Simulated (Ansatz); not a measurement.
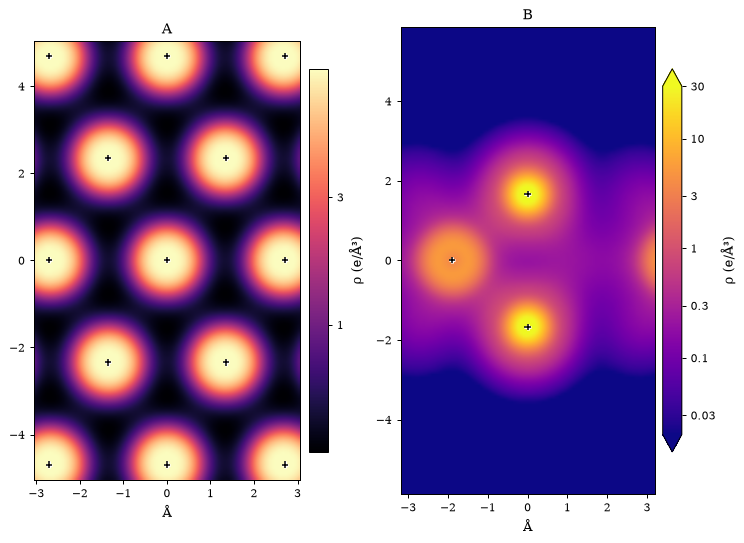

The valence charge density (pseudo) of 2 systems, each on a plane through atoms (crosses mark nuclei in the plane).

Level of theory: Ansatz 0.2.0, DFT PBEsol, scalar-relativistic, plane waves, PAW.

System 1: WSe$_{2}$, the (110) plane of the calculation cell, a cut from vacuum to vacuum. 

```cif
data_structure
_symmetry_space_group_name_H-M 'P 1'
_symmetry_Int_Tables_number 1
_cell_length_a 3.2820
_cell_length_b 3.2820
_cell_length_c 30.4820
_cell_angle_alpha 90.000
_cell_angle_beta 90.000
_cell_angle_gamma 120.000
_cell_volume 284.35
loop_
_atom_site_label
_atom_site_type_symbol
_atom_site_fract_x
_atom_site_fract_y
_atom_site_fract_z
_atom_site_occupancy
Se1 Se 0.66667 0.33333 0.29533 1
W1 W 0.33333 0.66667 0.35006 1
Se2 Se 0.66667 0.33333 0.40479 1
```

System 2: Ir, the (111) plane of the conventional cell. Space group Fm-3m; a generated structure, not necessarily the stable one; computed without spin polarisation.

```
Ir
1.0
     3.83028    0.00000    0.00000
     0.00000    3.83028    0.00000
     0.00000    0.00000    3.83028
Ir
4
Cartesian
  0.0000 0.0000 0.0000
  1.9151 1.9151 0.0000
  1.9151 0.0000 1.9151
  0.0000 1.9151 1.9151
```

Question: Which map belongs to which system?

Answer: Panel A is system 2, Ir: the plane holds Ir. Ir–Ir (2.71 Å): ρ is about 0.46 e/Å³ halfway. Panel B is system 1, WSe$_{2}$: the plane holds Se and W. W–Se (2.52 Å): the density is about 0.56 e/Å³ at the midpoint.
